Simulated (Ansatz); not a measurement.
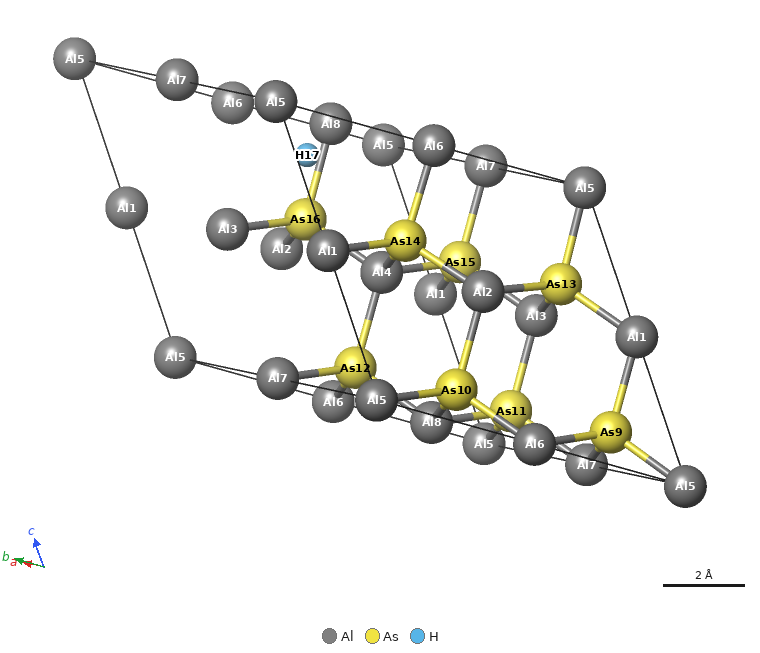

**Figure 1.** The input geometry of run A (ball-and-stick view of the cell of the calculation, seen at an oblique angle; atoms are numbered from 1 in the order of the input).

**Two runs on Al$_{8}$As$_{8}$H**

System: Al$_{8}$As$_{8}$H (defect cell, 17 atoms in the cell, total charge −1).
Method of run A: DFT PBE, scalar-relativistic, plane waves, PAW, no spin polarisation (Ansatz 0.2.0).

The structure derives from a Materials Project entry. Text and figures count atoms from 1; the logs count them from 0 in places.

The input, run A:
```yaml
crystal:
  lattice:
    - [0.0, 5.727912321, -5.727912321]
    - [5.727912321, 5.727912321, 0.0]
    - [5.727912321, 0.0, -5.727912321]
  atoms:
    - { symbol: Al, position: [0.0004906909, -0.0001635636, 0.4998364364] }
    - { symbol: Al, position: [-0.0029093655, 0.4970906345, 0.5087280966] }
    - { symbol: Al, position: [0.4998364364, -0.0001635636, 0.4998364364] }
    - { symbol: Al, position: [0.4998364364, 0.5004906909, 0.4998364364] }
    - { symbol: Al, position: [-0.0029093655, 0.0087280966, 0.9970906345] }
    - { symbol: Al, position: [-0.0029093655, 0.4970906345, 0.9970906345] }
    - { symbol: Al, position: [0.4998364364, -0.0001635636, 1.0004906909] }
    - { symbol: Al, position: [0.5087280966, 0.4970906345, 0.9970906345] }
    - { symbol: As, position: [0.1269156841, 0.1230843159, 0.1269156841] }
    - { symbol: As, position: [0.125, 0.625, 0.125] }
    - { symbol: As, position: [0.6230843159, 0.1230843159, 0.1269156841] }
    - { symbol: As, position: [0.6230843159, 0.6269156841, 0.1269156841] }
    - { symbol: As, position: [0.1269156841, 0.1230843159, 0.6230843159] }
    - { symbol: As, position: [0.1269156841, 0.6269156841, 0.6230843159] }
    - { symbol: As, position: [0.625, 0.125, 0.625] }
    - { symbol: As, position: [0.6230843159, 0.6269156841, 0.6230843159] }
    - { symbol: H, position: [0.875, 0.375, 0.875] }
  host:
    lattice:
      - [0.0, 2.8639561605, 2.8639561605]
      - [2.8639561605, 0.0, 2.8639561605]
      - [2.8639561605, 2.8639561605, 0.0]
    atoms:
      - { symbol: Al, position: [0.0, 0.0, 0.0] }
      - { symbol: As, position: [0.75, 0.75, 0.75] }
total_charge: -1
basis:
  ecutwfc: 420
  xc_grid: 2
kpoints:
  mp_grid: { grid: [2, 2, 2], shift: [0.0, 0.0, 0.0] }
hamiltonian:
  xc: pbe
scf:
  occupations: { method: gaussian, width: 0.01 }
output:
  forces: true
  stress: false
  eigenvalues: true
  charged_corrections:
    defect_position: [0.875, 0.375, 0.875]
    epsilon: [[11.5641, 0.0, 0.0], [0.0, 11.5641, 0.0], [0.0, 0.0, 11.5641]]
  write_density: true
  write_potential: true
  elf: true
  volumetric_format: npy
relax:
  adjacent_minimum: "off"
  f_tol: 0.025
  max_steps: 45
```

Launched with:
```bash
ansatz run input.yaml --threads 4 --pin off --max-ram 8192MiB --backend cpu --events-out ev --progress --plain --runs-dir out
```

Hardware: 4 threads of Intel Xeon (Sapphire Rapids), 64 GiB of memory available, shared host.

Output, shortened to warnings, some set-up lines, iterations and results (run A):
```
Basis set: ecut = 420 eV, 7391 PW (Γ), exchange–correlation on 120×120×120 points (8 copies of the dense FFT grid, shifted against one another)
Symmetry: 24 space group operations
k-points: 3 of 8
Initial density: superposition of atomic densities (neutral atoms scaled as one to the charged cell's electrons: chi_scale 0, normalization atom), corrected by the library's trained network
[...]
SCF iter   1: F=—  HF=-43164.297026 eV  |F-HF|=—  |Δ(HF+E_count)|=         —  Δρ=1.56e-2  dr2=1.40e0  ethr=1.77e-3  ⟨swp⟩=7.0  Hψ=1041  notcnv=0
SCF iter   2: F=—  HF=-43163.800139 eV  |F-HF|=—  |Δ(HF+E_count)|=   4.97e-1  Δρ=7.41e-3  dr2=2.56e-1  ethr=9.59e-4  ⟨swp⟩=3.3  Hψ=557  notcnv=0  defer=28
SCF iter   3: F=—  HF=-43163.664547 eV  |F-HF|=—  |Δ(HF+E_count)|=   1.36e-1  Δρ=2.41e-3  dr2=1.94e-2  ethr=1.76e-4  ⟨swp⟩=3.3  Hψ=536  notcnv=0  defer=28
SCF iter   4: F=—  HF=-43163.655159 eV  |F-HF|=—  |Δ(HF+E_count)|=   9.39e-3  Δρ=6.85e-4  dr2=1.48e-3  ethr=1.33e-5  ⟨swp⟩=2.7  Hψ=563  notcnv=0  defer=28
SCF iter   5: F=—  HF=-43163.655102 eV  |F-HF|=—  |Δ(HF+E_count)|=   5.71e-5  Δρ=1.10e-4  dr2=8.22e-5  ethr=1.02e-6  ⟨swp⟩=3.0  Hψ=484  notcnv=0  defer=28
[... 14 lines ...]
SCF iter   4: F=—  HF=-43163.718380 eV  |F-HF|=—  |Δ(HF+E_count)|=   7.13e-5  Δρ=1.03e-5  dr2=5.76e-7  ethr=3.59e-9  ⟨swp⟩=2.0  Hψ=461  notcnv=0  defer=28
SCF iter   5: F=—  HF=-43163.718380 eV  |F-HF|=—  |Δ(HF+E_count)|=   4.82e-8  Δρ=5.42e-6  dr2=1.45e-7  ethr=6.85e-11  ⟨swp⟩=14.3  Hψ=2077  notcnv=0
SCF iter   6: F=-43163.718380 eV  HF=-43163.718380 eV  |F-HF|=1.21e-8  |Δ(HF+E_count)|=   1.43e-7  Δρ=1.41e-6  dr2=1.09e-8  ethr=6.85e-11  ⟨swp⟩=8.3  Hψ=1538  notcnv=0
SCF 3 converged in 6 iterations: F = -43163.718380 eV  dr2 = 1.09e-8
relax step   3: F+E_penalty+E_count = -43163.71838016 eV  Δ(F+E_penalty+E_count) = -2.279e-3 eV  max|allowed force component| = 2.681e-3 eV/Å  Δτ_max = 0.0083 Å  (6 SCF …
SCF converged after 6 iterations
Free energy (F): -43163.718380 eV
Harris-Foulkes:  -43163.718380 eV  (|F-HF|=1.21e-8)
Internal energy: -43163.718380 eV  (E = F + TS)
E sigma→0 (E₀):  -43163.718380 eV
Fermi energy:    7.051541 eV
--- Per-component energies (eV) ---
  E_band       = -2160.237670
  E_kinetic    = 1034.618207
  E_local      = -17078.199001  (includes V_loc(G=0)·N_el)
  E_nonlocal   = -5279.403095
  E_hartree    = 9114.740191
  E_xc         = -968.033043
  E_vxc        = -887.350547  (∫ρ·V_xc dr)
  E_paw        = -18424.657359  (= ΣΔE_a)
  E_vpaw       = 1820.617883  (= ΣTr[D̂ρ^β])
  E_aug_tail   = -0.001045  (compensation charges beyond the density's cutoff)
  E_ewald      = -11562.783235
  E_smearing   = -0.000000  (= −TS)
  E_closure    = 0.000000  (closes the sum)
  E_deformation_potential = -12.572704  (in the stress; not in F)
  Σ components = -43163.718380   (vs F -43163.718380, Δ=0.00e0)
--- Forces (eV/Å), atoms counted from 1 ---
  atom   1  Al    -0.00255137     0.00255137    -0.00255137
  atom   2  Al     0.00028349    -0.00028349    -0.00028349
  atom   3  Al    -0.00255137    -0.00255137     0.00255137
  atom   4  Al     0.00255137     0.00255137     0.00255137
  atom   5  Al     0.00028349     0.00028349     0.00028349
  atom   6  Al    -0.00028349    -0.00028349     0.00028349
  atom   7  Al     0.00255137    -0.00255137    -0.00255137
  atom   8  Al    -0.00028349     0.00028349    -0.00028349
  atom   9  As    -0.00000000    -0.00000000    -0.00268107
  atom  10  As    -0.00000000    -0.00000000     0.00000000
  atom  11  As    -0.00000000    -0.00268107    -0.00000000
  atom  12  As     0.00268107    -0.00000000     0.00000000
  atom  13  As    -0.00268107    -0.00000000     0.00000000
  atom  14  As    -0.00000000     0.00268107    -0.00000000
  atom  15  As    -0.00000000    -0.00000000     0.00000000
  atom  16  As    -0.00000000     0.00000000     0.00268107
  atom  17  H      0.00000000     0.00000000     0.00000000
  max |Σ_I F_I| component: 4.71e-16 eV/Å
--- Charged-cell corrections in eV (Makov–Payne, q = -1.000 e, ε = 11.564) ---
  F (periodic)     = -43163.718380  (uncorrected; the corrections below are reported, never added to it)
  E_corr1          = +0.249178  (monopole, q²α_M/2εL)
  F Makov-Payne    = -43163.469202  (F + E_corr1; no measured alignment; for a localised charge, not one spread in a band: unchecked)
  no potential alignment in this run, which stands beside a crystal: run the host's input off ansatz write-host-input, and read the two finished runs by ansatz place-levels (neither reads a slab, a wire or a sheet, whose cell leaves a vacuum)
--- Relaxed structure (3 steps of the walk, 3 accepted, 0 SCFs on fresh bases) ---
[...]
```

For run B the input was changed thus:
```diff
-total_charge: -1
+total_charge: 1
```

What does this change do to the results?

The total energies belong to different systems, so their difference says nothing on which is more stable or more accurate. The gap of 1.00 eV on the mesh closes. A charged cell is computed with a uniform neutralising background, so its energy and pressure depend on the cell and aren't those of a real crystal. The SCF takes 49 iterations over all geometry steps against 18. On the same kind of shared host run B took about 1.4 times as long.

Output, shortened to warnings, some set-up lines, iterations and results (run B):
```
Basis set: ecut = 420 eV, 7391 PW (Γ), exchange–correlation on 120×120×120 points (8 copies of the dense FFT grid, shifted against one another)
Symmetry: 24 space group operations
k-points: 3 of 8
Initial density: superposition of atomic densities (neutral atoms scaled as one to the charged cell's electrons: chi_scale 0, normalization atom), corrected by the library's trained network
[...]
SCF iter   1: F=—  HF=-43176.678455 eV  |F-HF|=—  |Δ(HF+E_count)|=         —  Δρ=2.20e-2  dr2=3.46e0  ethr=1.77e-3  ⟨swp⟩=6.0  Hψ=1022  notcnv=0  defer=5
SCF iter   2: F=—  HF=-43175.961927 eV  |F-HF|=—  |Δ(HF+E_count)|=   7.17e-1  Δρ=8.42e-3  dr2=4.93e-1  ethr=1.77e-3  ⟨swp⟩=3.7  Hψ=585  notcnv=0  defer=26
SCF iter   3: F=—  HF=-43175.922196 eV  |F-HF|=—  |Δ(HF+E_count)|=   3.97e-2  Δρ=5.12e-3  dr2=1.80e-1  ethr=3.43e-4  ⟨swp⟩=3.0  Hψ=515  notcnv=0  defer=30
SCF iter   4: F=—  HF=-43175.898324 eV  |F-HF|=—  |Δ(HF+E_count)|=   2.39e-2  Δρ=4.11e-3  dr2=1.54e-1  ethr=1.25e-4  ⟨swp⟩=2.3  Hψ=330  notcnv=0  defer=30
SCF iter   5: F=—  HF=-43175.903193 eV  |F-HF|=—  |Δ(HF+E_count)|=   4.87e-3  Δρ=4.27e-3  dr2=1.16e-1  ethr=1.07e-4  ⟨swp⟩=2.0  Hψ=292  notcnv=0  defer=30
[... 45 lines ...]
SCF iter   2: F=—  HF=-43175.894352 eV  |F-HF|=—  |Δ(HF+E_count)|=   3.11e-5  Δρ=6.03e-6  dr2=3.26e-7  ethr=4.42e-10  ⟨swp⟩=2.0  Hψ=304  notcnv=0
SCF iter   3: F=—  HF=-43175.894352 eV  |F-HF|=—  |Δ(HF+E_count)|=   4.17e-9  Δρ=6.18e-6  dr2=4.63e-7  ethr=2.26e-10  ⟨swp⟩=2.0  Hψ=438  notcnv=0
SCF iter   4: F=-43175.894352 eV  HF=-43175.894352 eV  |F-HF|=6.20e-8  |Δ(HF+E_count)|=   4.87e-8  Δρ=3.15e-6  dr2=9.69e-8  ethr=6.94e-11  ⟨swp⟩=5.7  Hψ=1344  notcnv=0
SCF 3 converged in 4 iterations: F = -43175.894352 eV  dr2 = 9.69e-8
relax step   3: F+E_penalty+E_count = -43175.89435221 eV  Δ(F+E_penalty+E_count) = -3.196e-7 eV  max|allowed force component| = 1.197e-2 eV/Å  Δτ_max = 0.0000 Å  (4 SCF …
SCF converged after 4 iterations
Free energy (F): -43175.894352 eV
Harris-Foulkes:  -43175.894352 eV  (|F-HF|=6.20e-8)
Internal energy: -43175.889407 eV  (E = F + TS)
E sigma→0 (E₀):  -43175.891880 eV
Entropy (-TS):   -0.004945 eV (-0.291 meV/atom)
Fermi energy:    5.629989 eV
--- Per-component energies (eV) ---
  E_band       = -2182.880062
  E_kinetic    = 1008.526831
  E_local      = -17064.004708  (includes V_loc(G=0)·N_el)
  E_nonlocal   = -5280.459930
  E_hartree    = 9097.494936
  E_xc         = -947.750343
  E_vxc        = -860.927348  (∫ρ·V_xc dr)
  E_paw        = -18424.862164  (= ΣΔE_a)
  E_vpaw       = 1819.003751  (= ΣTr[D̂ρ^β])
  E_aug_tail   = -0.000854  (compensation charges beyond the density's cutoff)
  E_ewald      = -11564.833175
  E_smearing   = -0.004945  (= −TS)
  E_closure    = 0.000000  (closes the sum)
  E_deformation_potential = 12.572704  (in the stress; not in F)
  Σ components = -43175.894352   (vs F -43175.894352, Δ=0.00e0)
--- Forces (eV/Å), atoms counted from 1 ---
  atom   1  Al    -0.01197011     0.01197011    -0.01197011
  atom   2  Al     0.00204956    -0.00204956    -0.00204956
  atom   3  Al    -0.01197011    -0.01197011     0.01197011
  atom   4  Al     0.01197011     0.01197011     0.01197011
  atom   5  Al     0.00204956     0.00204956     0.00204956
  atom   6  Al    -0.00204956    -0.00204956     0.00204956
  atom   7  Al     0.01197011    -0.01197011    -0.01197011
  atom   8  Al    -0.00204956     0.00204956    -0.00204956
  atom   9  As    -0.00000000    -0.00000000     0.00949969
  atom  10  As    -0.00000000    -0.00000000    -0.00000000
  atom  11  As    -0.00000000     0.00949969    -0.00000000
  atom  12  As    -0.00949969    -0.00000000     0.00000000
  atom  13  As     0.00949969    -0.00000000     0.00000000
  atom  14  As    -0.00000000    -0.00949969     0.00000000
  atom  15  As    -0.00000000    -0.00000000     0.00000000
  atom  16  As    -0.00000000    -0.00000000    -0.00949969
  atom  17  H     -0.00000000    -0.00000000    -0.00000000
  max |Σ_I F_I| component: 4.92e-16 eV/Å
--- Charged-cell corrections in eV (Makov–Payne, q = +1.000 e, ε = 11.564) ---
  F (periodic)     = -43175.894352  (uncorrected; the corrections below are reported, never added to it)
  E_corr1          = +0.249178  (monopole, q²α_M/2εL)
  F Makov-Payne    = -43175.645174  (F + E_corr1; no measured alignment; for a localised charge, not one spread in a band: unchecked)
  no potential alignment in this run, which stands beside a crystal: run the host's input off ansatz write-host-input, and read the two finished runs by ansatz place-levels (neither reads a slab, a wire or a sheet, whose cell leaves a vacuum)
[...]
```

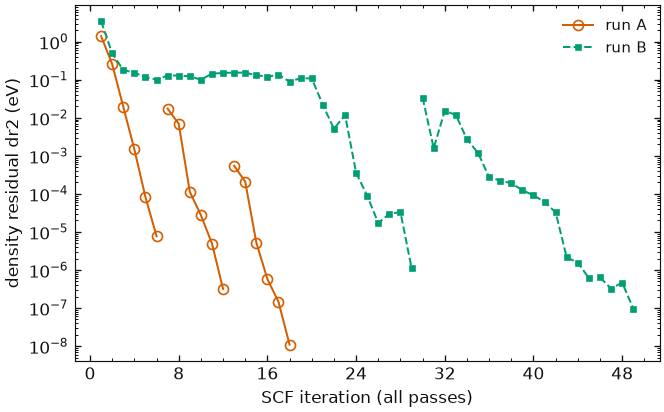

**Figure 2.** Convergence of the two runs: density residual dr2 against the SCF iteration. A break in a curve parts two SCF passes. Run A takes 18 iterations in all, and run B takes 49.

The two runs side by side:

```tsv
quantity	run A	run B
outcome	converged	converged
free energy per atom (eV)	−2539.0423	−2539.7585
gap on the mesh (eV)	1.00	0.00
largest force (eV/Å)	0.004	0.021
SCF iterations	18	49
irreducible k-points	3	3
wall time (shared host)	4.9 s	6.9 s
```
